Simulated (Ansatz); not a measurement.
# Hf8O17 (cell with a defect): what the fields show

```cif
data_structure
_symmetry_space_group_name_H-M 'P 1'
_symmetry_Int_Tables_number 1
_cell_length_a 7.2086
_cell_length_b 7.2086
_cell_length_c 7.3274
_cell_angle_alpha 119.465
_cell_angle_beta 119.465
_cell_angle_gamma 90.000
_cell_volume 273.54
loop_
_atom_site_label
_atom_site_type_symbol
_atom_site_fract_x
_atom_site_fract_y
_atom_site_fract_z
_atom_site_occupancy
Hf1 Hf 0.47755 0.49552 0.45460 1
Hf2 Hf 0.49185 0.02065 0.53336 1
Hf3 Hf 0.95883 0.52100 0.52501 1
Hf4 Hf 0.97335 0.00721 0.46476 1
Hf5 Hf 0.95519 0.99625 0.97185 1
Hf6 Hf 0.00741 0.53715 0.03535 1
Hf7 Hf 0.49039 0.00995 0.01031 1
Hf8 Hf 0.46781 0.48392 0.98272 1
O1 O 0.28358 0.57897 0.61353 1
O2 O 0.32352 0.10018 0.73162 1
O3 O 0.82051 0.60342 0.73724 1
O4 O 0.81861 0.98627 0.62572 1
O5 O 0.60515 0.88147 0.76569 1
O6 O 0.70116 0.33550 0.88028 1
O7 O 0.16808 0.85848 0.86506 1
O8 O 0.10768 0.39076 0.76793 1
O9 O 0.38582 0.66642 0.26639 1
O10 O 0.51946 0.16153 0.35820 1
O11 O 0.97826 0.67416 0.35392 1
O12 O 0.88600 0.17093 0.27045 1
O13 O 0.14374 0.30747 0.12861 1
O14 O 0.11551 0.89685 0.23204 1
O15 O 0.60826 0.38785 0.22751 1
O16 O 0.63240 0.79440 0.11170 1
O17 O 0.37569 0.40041 0.62417 1
```

Computed with DFT PBE, scalar-relativistic, plane waves, PAW in Ansatz 0.2.0.

Core electrons are frozen (PAW), and the valence fields are smoothed inside the atomic spheres.

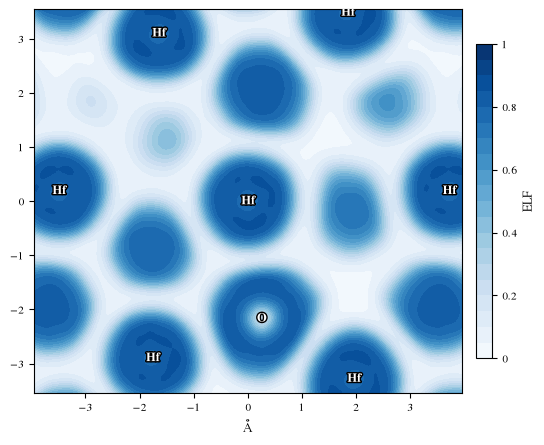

Figure 1. ELF on the (010) plane of the calculation cell.

Q: Interpret the plot.

A:
- The plane passes through Hf and O nuclei.
- Atoms just off the plane (O, 0.6 Å away) can leave unmarked features too.
- Hf–O (2.03 Å): the ELF peaks at about 0.85 in the valence shell of O, 0.6 Å from its nucleus, and drops to about 0.20 between the two atoms; no localised pair shows between them.
- Hf–O (2.16 Å): the ELF peaks at about 0.85 in the valence shell of O, 0.6 Å from its nucleus, and drops to about 0.15 between the two atoms; no shared electron pair shows on this line.
- Hf–O (2.18 Å): the ELF peaks at about 0.85 in the valence shell of O, 0.6 Å from its nucleus, and drops to about 0.15 between the two atoms; no shared electron pair shows on this line.
- The features right at Hf lie inside the PAW spheres, where the map follows smoothed inner orbitals and isn't to be read closely.

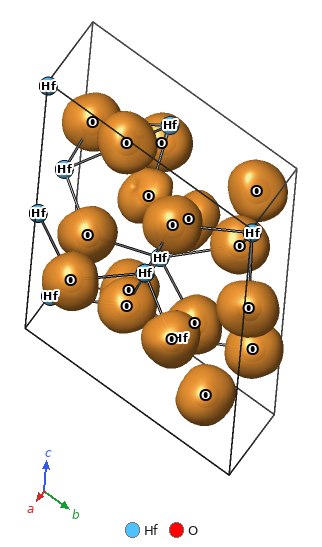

Figure 2. Isosurface of the electron localisation function at 0.7 (orange), seen slightly off an axis. Only the valence region is drawn (cores and ρ < 0.01 e/Å³ removed). Sticks mark near contacts.

Q: Describe the localisation domains.

A: At this value the surface marks out 17 regions wrapped around O (the valence shell of each), counted in one cell of 25 atoms. Regions shared between cells count once.


O–O (1.47 Å): the ELF peaks at about 0.65 between the atoms.

Q: Does the calculation make it a metal, or give it a gap?

A: It is gapped, with a Kohn–Sham gap of 3.6 eV on the k-point mesh (the band edges may lie off the mesh, which would make the gap smaller).
